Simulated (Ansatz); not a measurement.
# Li₂TaO₃: what the fields show

```cif
data_structure
_symmetry_space_group_name_H-M 'P 1'
_symmetry_Int_Tables_number 1
_cell_length_a 2.8749
_cell_length_b 2.8749
_cell_length_c 8.9011
_cell_angle_alpha 90.000
_cell_angle_beta 90.000
_cell_angle_gamma 90.000
_cell_volume 73.57
loop_
_atom_site_label
_atom_site_type_symbol
_atom_site_fract_x
_atom_site_fract_y
_atom_site_fract_z
_atom_site_occupancy
Li1 Li 0.00000 0.00000 0.85115 1
Li2 Li 0.50000 0.50000 0.62348 1
Ta1 Ta 0.50000 0.50000 0.16465 1
O1 O 0.00000 0.00000 0.64990 1
O2 O 0.00000 0.00000 0.24831 1
O3 O 0.50000 0.50000 0.96251 1
```

Space group P4mm; a structure generated by program, which may or may not match a known phase; computed without spin polarisation.

The calculation used Ansatz 0.2.0, DFT PBE, scalar-relativistic, plane waves, PAW.

In a PAW calculation such maps are meaningful between the atoms, not at the nuclei.

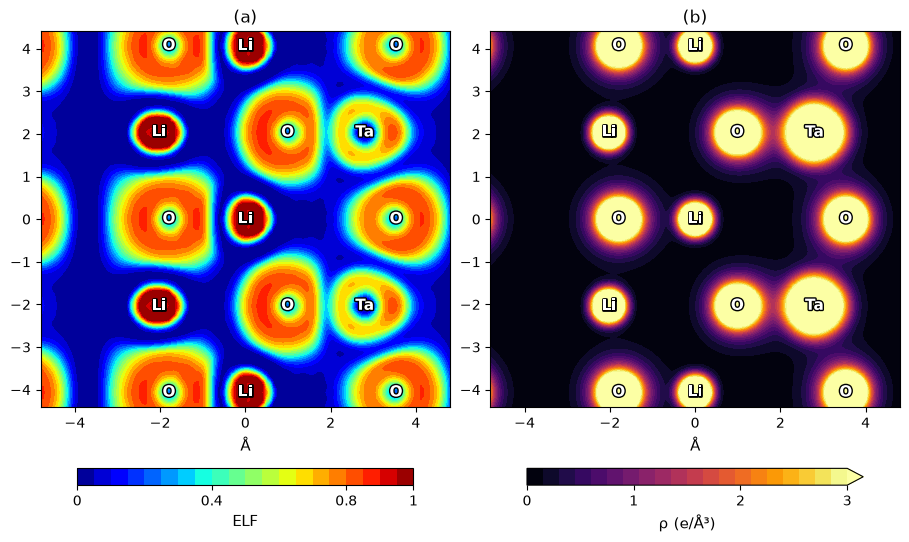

Figure 1. (a) electron localisation function; (b) valence electron density on the (11̄0) plane of the conventional cell.

### What do the fields say about this system?

- Atoms in the plane: Li, Ta and O.
- Li–O (1.79 Å): ρ is about 0.59 e/Å³ halfway; the ELF peaks at about 0.85 in the valence shell of O, 0.6 Å from its nucleus, and is about 0.65 at the midpoint.
- Ta–O (1.80 Å): the density is about 1.5 e/Å³ at the midpoint; the ELF peaks at about 0.80 in the valence shell of O, 0.5 Å from its nucleus, and drops to about 0.35 between the two atoms.
- Li–O (2.05 Å): ρ is about 0.29 e/Å³ halfway; the ELF peaks at about 0.80 in the valence shell of O, 0.6 Å from its nucleus, and is about 0.50 at the midpoint.
- Between the atoms the lowest density in this plane is 0.006 e/Å³.
- The features right at Li and Ta lie inside the PAW spheres, where the map follows smoothed inner orbitals and isn't to be read closely.

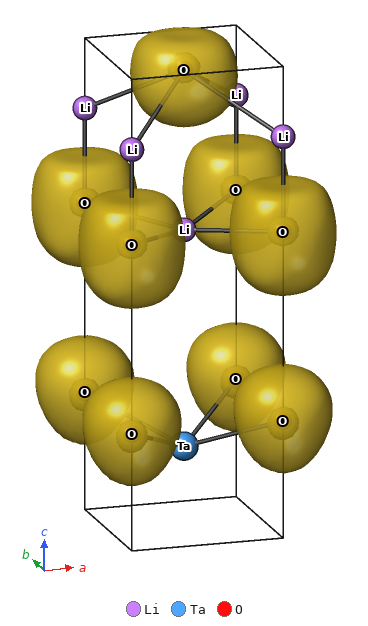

Figure 2. Isosurface of the electron localisation function at 0.6 (yellow), seen slightly off an axis. Core shells and regions of very low density are left out. Sticks mark near contacts.

### Describe the localisation domains.

The surface consists of three regions wrapped around O (the valence shell of each), counted in one cell of 6 atoms. Any copies at cell faces, edges or corners count once.

### Does the calculation make it a metal, or give it a gap?

It is metallic or semimetallic at this level of theory: no gap opens; semilocal functionals without U, or without the true magnetic order, often close the gap of such compounds.
